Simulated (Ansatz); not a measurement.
# Ni: which magnetic state does the SCF reach?, part 2 of 2

Wanted: the lowest electronic state of Ni in this cell. One SCF may end in a higher state, so several starts are tried. The cell (2 atoms) is Ni in the measured crystal structure (space group Fm-3m, primitive cell doubled). Source: COD entry 2102299; the sample's temperature and pressure aren't taken into account.

Ansatz 0.2.0; DFT PBE, PAW, plane waves, scalar-relativistic. The steps go on from the part before.

## 6. Parallel moments scaled by 0.03, plain SCF

The input, input.yaml:

```yaml
crystal:
  lattice:
    - [-1.77045, -3.5409, -1.77045]
    - [-1.77045, 0.0, -1.77045]
    - [1.77045, 0.0, -1.77045]
  atoms:
    - { symbol: Ni, position: [0.0, 0.0, 0.0], spin: 0.06 }
    - { symbol: Ni, position: [0.5, 0.0, 0.5], spin: 0.06 }
magnetization:
  spin_polarized: true
hamiltonian:
  xc: pbe
  pseudopotentials: { kind: paw }
basis:
  ecutwfc: 420
kpoints:
  mp_grid: { grid: [8, 13, 11] }
scf:
  occupations: { method: gaussian, width: 0.1 }
  lower_state_search: "off"
output:
  forces: true
  stress: true
```

On the command line:

```console
$ ansatz run input.yaml --threads 2 --pin off --max-ram 5120MiB --backend cpu --events-out ev --progress --plain --runs-dir out
```

Log (excerpt; [...] marks lines left out):

```text
[... 11 lines as in an earlier run ...]
Bands: 23, of which v1, the nominal top of the filled ones, is band 18 counted from 1 (17 counted from 0)
[... 6 lines as in an earlier run ...]
Starting moments: Σ|m| = 0.12 μB on 2 of 2 sites
[... 3 lines as in an earlier run ...]
SCF iter   1: F=—  HF=-11679.343336 eV  |F-HF|=—  |Δ(HF+E_count)|=         —  Δρ=2.99e-2 (↑2.99e-2 ↓1.41e-2)  dr2=1.64e-1  dr2_m=2.13e-2  M=0.229 μB ∫|m|=0.232 μB  β_m=1.00  ethr=4.55e-4  ⟨swp⟩=1.0  Hψ=72475  notcnv=0
[...]
spin-set hold released at iteration 8 (site moments contracting): the magnetisation degrees of freedom join the quasi-Newton model from the next iteration; the mixer history was flushed
[...]
SCF iter  15: F=-11679.446276 eV  HF=-11679.446276 eV  |F-HF|=1.20e-10  |Δ(HF+E_count)|=   1.23e-7  Δρ=7.68e-6 (↑2.93e-6 ↓7.68e-6)  dr2=6.50e-9  dr2_m=2.96e-9  M=1.263 μB ∫|m|=1.452 μB  ethr=2.35e-10  ⟨swp⟩=4.0  Hψ=46750  notcnv=0
[...]
SCF converged after 15 iterations
Magnetization: 1.2626 μB (18.6313 up, 17.3687 down)
Absolute magnetization: 1.4536 μB (∫|ρ↑−ρ↓|, with the PAW one-centre terms)
Spin contamination: 0.0144 ħ² per cell (⟨S²⟩ above its minimum at these occupations)
Per-site moments (μB) at R_I (Å): [(0.6713593398478659, 1.0328151906201717), (0.6713593398478657, 1.0328151906201717)]
Free energy (F): -11679.446276 eV
[...]
E sigma→0 (E₀):  -11679.437759 eV
Entropy (-TS):   -0.017033 eV (-8.517 meV/atom)
Fermi energy:    17.738443 eV
[... 24 lines left out: energy terms, forces, stress ...]
```

Wall time 21 s (2 threads of Arm Neoverse V1, shared host); peak memory 0.48 GiB.

The run ends in the same state as step 2 (ferromagnetic); it took 15 iterations.

## 7. Moments +- scaled by 0.4, plain SCF

Changes to input.yaml since step 6:

```diff
@@ -6,4 +6,4 @@
   atoms:
-    - { symbol: Ni, position: [0.0, 0.0, 0.0], spin: 0.06 }
-    - { symbol: Ni, position: [0.5, 0.0, 0.5], spin: 0.06 }
+    - { symbol: Ni, position: [0.0, 0.0, 0.0], spin: 0.8 }
+    - { symbol: Ni, position: [0.5, 0.0, 0.5], spin: -0.8 }
 magnetization:
@@ -23 +23,5 @@
   stress: true
+  write_density: true
+  write_potential: true
+  elf: true
+  volumetric_format: npy
```

On the command line:

```console
$ ansatz run input.yaml --threads 2 --pin off --max-ram 5120MiB --backend cpu --events-out ev --progress --plain --runs-dir out
```

Log (excerpt; [...] marks lines left out):

```text
[... 18 lines as in an earlier run ...]
Starting moments: Σ|m| = 1.6 μB on 2 of 2 sites
[... 3 lines as in an earlier run ...]
[...]
SCF iter   1: F=—  HF=-11679.242759 eV  |F-HF|=—  |Δ(HF+E_count)|=         —  Δρ=4.63e-2 (↑4.63e-2 ↓4.63e-2)  dr2=1.49e-1  dr2_m=3.55e-1  M=0.000 μB ∫|m|=0.872 μB  β_m=0.30  ethr=4.16e-4  ⟨swp⟩=1.0  Hψ=36321  notcnv=0
[...]
spin-set hold released at iteration 8 (site moments contracting): the magnetisation degrees of freedom join the quasi-Newton model from the next iteration; the mixer history was flushed
[...]
SCF iter  19: F=-11679.330041 eV  HF=-11679.330041 eV  |F-HF|=1.22e-9  |Δ(HF+E_count)|=   1.28e-9  Δρ=2.20e-6 (↑2.20e-6 ↓2.20e-6)  dr2=1.36e-9  dr2_m=1.25e-10  M=0.000 μB ∫|m|=0.333 μB  ethr=1.00e-12  ⟨swp⟩=4.1  Hψ=38425  notcnv=0
[...]
SCF converged after 19 iterations
Magnetization: 0.0000 μB (18.0000 up, 18.0000 down)
Absolute magnetization: 0.3332 μB (∫|ρ↑−ρ↓|, with the PAW one-centre terms)
Spin contamination: 0.1166 ħ² per cell (⟨S²⟩ above its minimum at these occupations)
Per-site moments (μB) at R_I (Å): [(0.1641002159264074, 1.0328151906201717), (-0.1641002159264074, 1.0328151906201717)]
Free energy (F): -11679.330041 eV
[...]
E sigma→0 (E₀):  -11679.312183 eV
Entropy (-TS):   -0.035716 eV (-17.858 meV/atom)
Fermi energy:    17.538105 eV
[... 29 lines left out: energy terms, forces, stress, bands ...]
```

Run time: 17 s. Hardware: 2 threads of Arm Neoverse V1, shared host; peak memory 0.47 GiB.

Nothing new: the 19 iterations lead to the state found in step 3 (antiferromagnetic).

## 8. A moment on one site alone, plain SCF

Changes to input.yaml since step 7:

```diff
@@ -6,4 +6,4 @@
   atoms:
-    - { symbol: Ni, position: [0.0, 0.0, 0.0], spin: 0.8 }
-    - { symbol: Ni, position: [0.5, 0.0, 0.5], spin: -0.8 }
+    - { symbol: Ni, position: [0.0, 0.0, 0.0] }
+    - { symbol: Ni, position: [0.5, 0.0, 0.5], spin: 2.0 }
 magnetization:
```

On the command line:

```console
$ ansatz run input.yaml --threads 2 --pin off --max-ram 5120MiB --backend cpu --events-out ev --progress --plain --runs-dir out
```

Log (excerpt; [...] marks lines left out):

```text
[... 18 lines as in an earlier run ...]
Starting moments: Σ|m| = 2 μB on 1 of 2 sites
[... 2 lines as in an earlier run ...]
SCF iter   1: F=—  HF=-11679.217051 eV  |F-HF|=—  |Δ(HF+E_count)|=         —  Δρ=1.12e-1 (↑1.12e-1 ↓3.82e-2)  dr2=2.49e0  dr2_m=7.79e-1  M=1.422 μB ∫|m|=1.535 μB  β_m=0.30  ethr=3.10e-3  ⟨swp⟩=4.8  Hψ=52721  notcnv=0
[...]
spin-set hold released at iteration 5 (the charge has settled, or the pull on large starting moments outlasts its swing): the magnetisation degrees of freedom join the quasi-Newton model from the next iteration; the mixer history was flushed
[...]
SCF iter  22: F=-11679.446276 eV  HF=-11679.446276 eV  |F-HF|=1.45e-9  |Δ(HF+E_count)|=   5.61e-9  Δρ=2.59e-6 (↑8.41e-7 ↓2.59e-6)  dr2=1.46e-9  dr2_m=1.93e-10  M=1.263 μB ∫|m|=1.452 μB  ethr=1.75e-10  ⟨swp⟩=5.2  Hψ=78731  notcnv=0
[...]
SCF converged after 22 iterations
Magnetization: 1.2626 μB (18.6313 up, 17.3687 down)
Absolute magnetization: 1.4536 μB (∫|ρ↑−ρ↓|, with the PAW one-centre terms)
Spin contamination: 0.0144 ħ² per cell (⟨S²⟩ above its minimum at these occupations)
Per-site moments (μB) at R_I (Å): [(0.6713633801519229, 1.0328151906201717), (0.6713705477124317, 1.0328151906201717)]
Free energy (F): -11679.446276 eV
[...]
E sigma→0 (E₀):  -11679.437759 eV
Entropy (-TS):   -0.017033 eV (-8.516 meV/atom)
Fermi energy:    17.738427 eV
[... 29 lines left out: energy terms, forces, stress, bands ...]
```

Run time: 28 s. Hardware: 2 threads of Arm Neoverse V1, shared host; peak memory 0.5 GiB.

This is the state of step 2 again (ferromagnetic), after 22 iterations.

## 9. Parallel moments, Broyden mixing, no switch to direct minimisation

Changes to input.yaml since step 8:

```diff
@@ -6,3 +6,3 @@
   atoms:
-    - { symbol: Ni, position: [0.0, 0.0, 0.0] }
+    - { symbol: Ni, position: [0.0, 0.0, 0.0], spin: 2.0 }
     - { symbol: Ni, position: [0.5, 0.0, 0.5], spin: 2.0 }
@@ -20,2 +20,4 @@
   lower_state_search: "off"
+  algorithm: density_mixing
+  mixing: { algorithm: broyden, beta: 0.3 }
 output:
```

On the command line:

```console
$ ansatz run input.yaml --threads 2 --pin off --max-ram 5120MiB --backend cpu --events-out ev --progress --plain --runs-dir out
```

Log (excerpt; [...] marks lines left out):

```text
[... 18 lines as in an earlier run ...]
Starting moments: Σ|m| = 4 μB on 2 of 2 sites
[... 3 lines as in an earlier run ...]
SCF iter   1: F=—  HF=-11678.900068 eV  |F-HF|=—  |Δ(HF+E_count)|=         —  Δρ=1.27e-1 (↑1.13e-1 ↓1.27e-1)  dr2=2.84e-2  dr2_m=2.93e0  M=1.871 μB ∫|m|=2.092 μB  β_m=0.56  ethr=7.90e-5  ⟨swp⟩=1.0  Hψ=75020  notcnv=0
[...]
[... 1 line as in an earlier run ...]
[...]
SCF iter  13: F=-11679.446276 eV  HF=-11679.446275 eV  |F-HF|=4.75e-8  |Δ(HF+E_count)|=   8.55e-9  Δρ=5.12e-6 (↑4.39e-6 ↓5.12e-6)  dr2=3.50e-9  dr2_m=2.37e-10  M=1.263 μB ∫|m|=1.452 μB  ethr=1.13e-10  ⟨swp⟩=6.0  Hψ=73612  notcnv=0
[...]
this state was not tested for a lower state beside it, because the mixer in use, unlike msr1, does not test its closes by its own steps (another_mixer; see scf.mixing.algorithm and scf.lower_state_search)
SCF converged after 13 iterations
Magnetization: 1.2627 μB (18.6313 up, 17.3687 down)
Absolute magnetization: 1.4537 μB (∫|ρ↑−ρ↓|, with the PAW one-centre terms)
Spin contamination: 0.0144 ħ² per cell (⟨S²⟩ above its minimum at these occupations)
Per-site moments (μB) at R_I (Å): [(0.6714091953403889, 1.0328151906201717), (0.6714091953403887, 1.0328151906201717)]
Free energy (F): -11679.446276 eV
[...]
E sigma→0 (E₀):  -11679.437760 eV
Entropy (-TS):   -0.017031 eV (-8.516 meV/atom)
Fermi energy:    17.738478 eV
[... 29 lines left out: energy terms, forces, stress, bands ...]
```

Run time: 27 s. Hardware: 2 threads of Arm Neoverse V1, shared host; peak memory 0.51 GiB.

Nothing new: the 13 iterations lead to the state found in step 2 (ferromagnetic).

## 10. All ends together

| step | iterations | state | moments of Ni1 Ni2 (μB) | total (μB) | gap (eV) | pressure (GPa) | above lowest (meV/atom) |
| --- | --- | --- | --- | --- | --- | --- | --- |
| 2 | 10 | 1 | 0.67 0.67 | 1.26 | none | -3.7 | 0.0 |
| 3 | 17 | 2 | 0.16 -0.16 | 0.00 | none | -4.6 | 58.1 |
| 4 | 6 | 3 | 0.00 0.00 | 0.00 | none | -4.7 | 58.8 |
| 5 | 11 | 1 | 0.67 0.67 | 1.26 | none | -3.7 | 0.0 |
| 6 | 15 | 1 | 0.67 0.67 | 1.26 | none | -3.7 | 0.0 |
| 7 | 19 | 2 | 0.16 -0.16 | 0.00 | none | -4.6 | 58.1 |
| 8 | 22 | 1 | 0.67 0.67 | 1.26 | none | -3.7 | 0.0 |
| 9 | 13 | 1 | 0.67 0.67 | 1.26 | none | -3.7 | 0.0 |

States are numbered from the lowest. Starts by step: 2 parallel moments, plain SCF; 3 opposed moments +-, plain SCF; 4 no spin polarisation; 5 spin on, no moments given (the program may seed its own), plain SCF; 6 parallel moments scaled by 0.03, plain SCF; 7 moments +- scaled by 0.4, plain SCF; 8 a moment on one site alone, plain SCF; 9 parallel moments, Broyden mixing, no switch to direct minimisation.

The 8 runs of this session took 2.5 min in all, from 6.2 s to 28 s each.

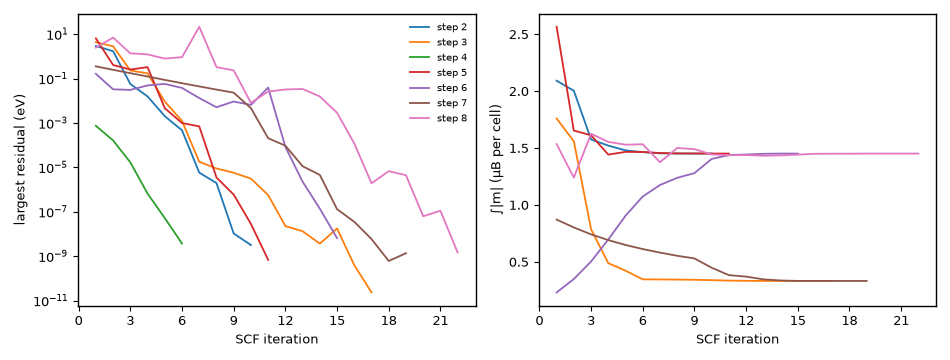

Residual and absolute moment along the iterations (7 of the 8 runs).

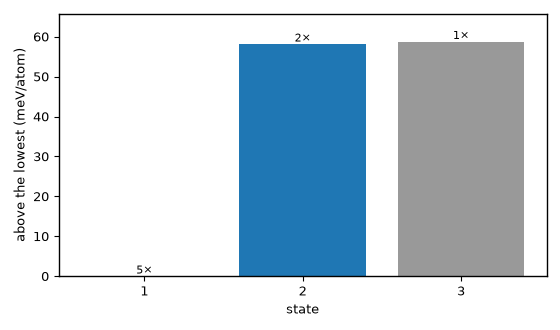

Energy of each distinct state, with the number of starts that reached it (red ferromagnetic, blue opposed moments, grey non-magnetic, green other).

## 11. Summary of results

What follows sums up all 2 parts.

```
                      quantity                                                      value
               distinct states                                    3 from 8 converged runs
lowest state from plain starts                                              ferromagnetic
                   its moments                                      Ni1 0.67, Ni2 0.67 μB
                  total moment                                           1.26 μB per cell
             gap on the k-mesh                                                       none
                      pressure                                                   -3.7 GPa
                 largest force                                                 0.000 eV/Å
                    next state                    antiferromagnetic, 58.1 meV/atom higher
                 highest state  non-magnetic (no spin polarisation), 58.8 meV/atom higher
```

In words: Distinct end states: 3, from 8 converged runs. Switching spin polarisation off costs 58.8 meV/atom in free energy, smearing entropy included. The best antiferromagnetic state lies 58.1 meV/atom above the best ferromagnetic one. A lower state than any found can't be excluded. The mesh has less symmetry than the lattice, which lowers the symmetry of the run.
